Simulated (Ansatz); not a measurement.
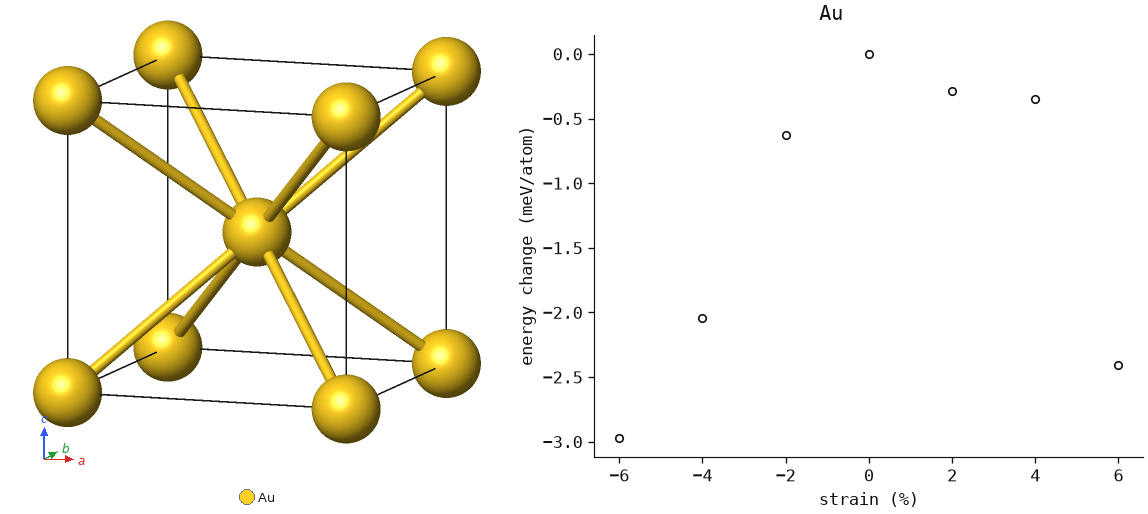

Plotted: energy change against strain for Au, space group Im-3m (No. 229). The cell is drawn beside the plot.

Starting cell:
```
CELL_PARAMETERS angstrom
3.24215 0.00000 0.00000
0.00000 3.24215 0.00000
0.00000 0.00000 3.24215
ATOMIC_POSITIONS crystal
Au 0.00000 0.00000 0.00000
Au 0.50000 0.50000 0.50000
```

Method: energy, stress and cell of a relaxed crystal along a series of strains, atoms and what the cell freedom names relaxed within the symmetry; stress is positive in compression; plane waves with PAW datasets, Γ-centred k mesh; energies extrapolated to zero smearing (Ansatz 0.2.0). Level: PBEsol, no spin polarisation.

- wave cutoff: 420 eV
- k mesh: 16×16×16
- occupations: Gaussian
- smearing width: 0.1 eV
- strain kind: uniaxial along c
- cell freedom: lengths a and b free, angles held

From this curve and the settings, what does the calculation give for the stress zz, volume change and c/a at the same points?

The stress zz goes from −0.66 GPa at strain −6 % to 1.13 GPa at 6 %, not monotonically, and changes sign near −1 %. The volume change goes from 0.32 % at strain −6 % to −0.09 % at 6 %, not monotonically. The c/a rises from 0.9099 at strain −6 % to 1.0918 at 6 %.

| strain (%) | stress zz (GPa) | volume change (%) | c/a |
| --- | --- | --- | --- |
| −6 | −0.66 | 0.32 | 0.9099 |
| −4 | −0.55 | 0.25 | 0.9395 |
| −2 | −0.47 | 0.23 | 0.9691 |
| 0 | 0.23 | 0.00 | 1.0000 |
| 2 | 0.01 | 0.13 | 1.0295 |
| 4 | 0.54 | 0.03 | 1.0604 |
| 6 | 1.13 | −0.09 | 1.0918 |

Limits of the calculation: given cell holds a small stress on this mesh; given cell is unstable to this strain.
